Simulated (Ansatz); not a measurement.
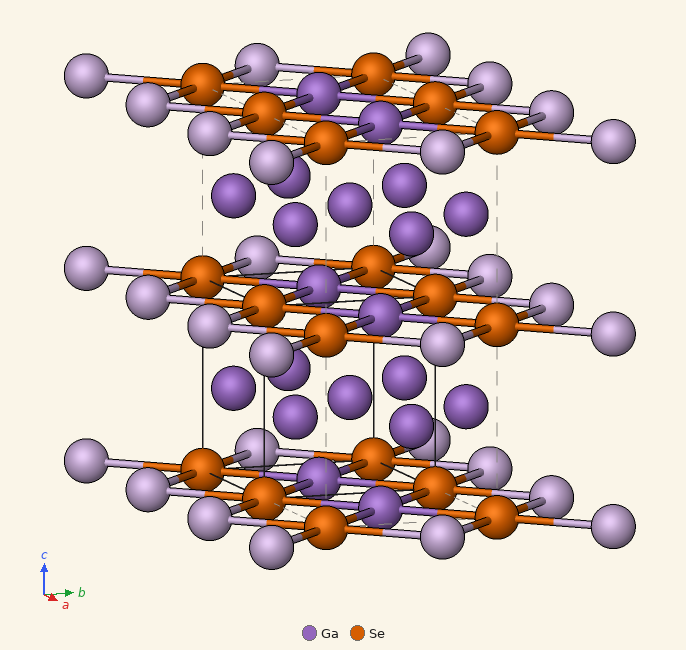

Shown here is a ball-and-stick view of the crystal, taken slightly off an axis. The solid box is one conventional unit cell, and 2×1×2 cells are shown. Bonds that leave the box are completed with the atoms at their other ends, in fainter colours. Cell: a = 4.324 Å, b = 4.324 Å, c = 4.648 Å, α = 90.00°, β = 90.00°, γ = 90.00°.

What can be read from this drawing?

- The material is Ga3Se.
- It belongs to space group P4/mmm (No. 123) and has a primitive tetragonal lattice.
- Content of the cell: 3 Ga, 1 Se (Z = 1).
- By the bonds in the drawing, the coordination numbers are Ga 0 to 4 (mean 1.3) and Se 4.

Starting structure: a structure listed in the Materials Project. The cell was then strained or its atoms displaced on purpose. An electronic-structure calculation with Ansatz was run on it.
